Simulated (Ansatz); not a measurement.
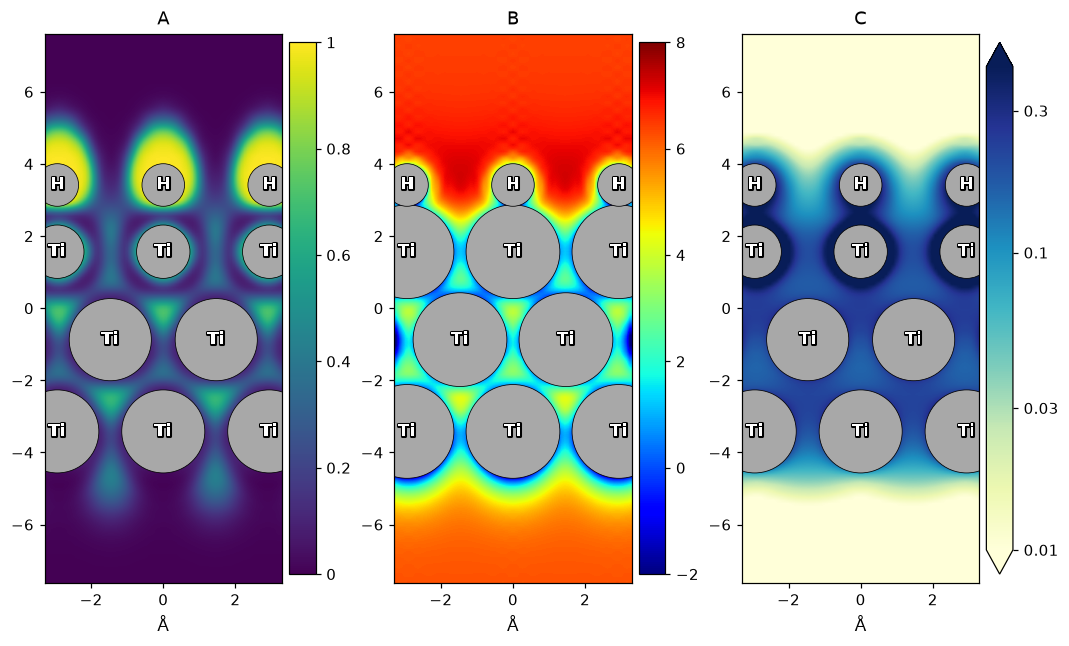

Ti6H (slab): 3 fields on the (010) plane of the calculation cell, a cut from vacuum to vacuum, with unlabelled colour scales. Grey discs cover the atomic cores.

A point of a scan over the structure, not its minimum; not relaxed (largest force 0.6 eV/Å); computed without spin polarisation; PAW files of the earlier set (soft_1).

These are results of Ansatz 0.2.0, DFT PBE, scalar-relativistic, plane waves, PAW, not measurements.

```
CELL_PARAMETERS angstrom
2.93816 0.00000 0.00000
0.00000 4.65047 0.00000
0.00000 0.00000 21.28422
ATOMIC_POSITIONS crystal
Ti 0.00000 0.75000 0.18793
Ti 0.50000 0.25000 0.22778
Ti 0.50000 0.75000 0.30748
Ti 0.00000 0.25000 0.34613
Ti 0.00000 0.75000 0.42207
Ti 0.50000 0.25000 0.45969
H 0.00000 0.75000 0.50898
```

**The panels show electron localisation function, electrostatic potential energy of an electron and valence pseudo-density in some order. Assign them.**

Panel A: electron localisation function. Panel B: electrostatic potential energy of an electron (low next to the atoms, rising into the space between them). Panel C: valence pseudo-density. From the grid: Ti–Ti (2.85 Å): ρ is about 0.2 e/Å³ halfway; the ELF is about 0.20 at the midpoint: no localised pair shows between them.
